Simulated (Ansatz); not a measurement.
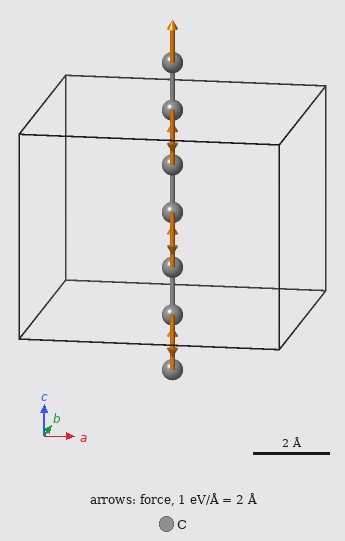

Starting geometry of a wire of composition C with the computed forces as orange arrows. A ball-and-stick model of the 2 repeat of the cell, with the vacuum cut short, seen slightly off an axis.

Case: dimerised chain of atoms.

The calculation used DFT PBE, scalar-relativistic, plane waves, PAW in Ansatz 0.2.0.

The input:
```yaml
crystal:
  lattice:
    - [9.0, 0.0, 0.0]
    - [0.0, 9.3, 0.0]
    - [0.0, 0.0, 2.7836882773]
  atoms:
    - { symbol: C, position: [0.5, 0.5, 0.0], spin: 0.5 }
    - { symbol: C, position: [0.5, 0.5, 0.465], spin: 0.5 }
basis:
  ecutwfc: 420
kpoints:
  mp_grid: { grid: [1, 1, 23] }
hamiltonian:
  xc: pbe
scf:
  occupations: { method: gaussian, width: 0.05 }
output:
  forces: true
  stress: true
  eigenvalues: true
  populations: true
  write_density: true
  write_potential: true
  elf: true
  volumetric_format: npy
magnetization:
  spin_polarized: true
relax:
  adjacent_minimum: "off"
  f_tol: 0.01
  max_steps: 45
  cell: { fix: [a, b, alpha, beta, gamma], stress_tol: 0.03 }
```

Run as
```bash
ansatz run input.yaml --threads 2 --pin off --max-ram 5120MiB --backend cpu --events-out ev --progress --plain --runs-dir out
```

> Is this structure relaxed? If not, where do the atoms go?

It isn't relaxed: the largest force vector, on C atoms, is 0.58 eV/Å. The atoms end up moving mostly along the starting forces (cosine between the two patterns 1.00). The largest moves relative to the layer's centre, 0.045 Å, are those of C1 and C2. Along the periodic axis the drawn cell goes c 5.567 → 5.130 Å (−7.9 %). Some distances before and after: C1–C2 1.489 → 1.283 Å, C1–C2 (another image) 1.294 → 1.282 Å. After 4 accepted moves (5 points after the start) the energy has fallen by 0.710 eV per cell of the calculation. The largest force component goes from 0.58 to 0.0083 eV/Å. At 1 point the geometry stayed and the basis and grid were re-selected for the new cell (energy shift of 2.4 meV per cell of the calculation at most each time). The program noted that the starting moments weren't kept. Cost: 8.3 s on 2 threads of Intel(R) Xeon(R) 6975P-C (Granite Rapids), with other jobs on the host, peak memory 0.49 GiB.
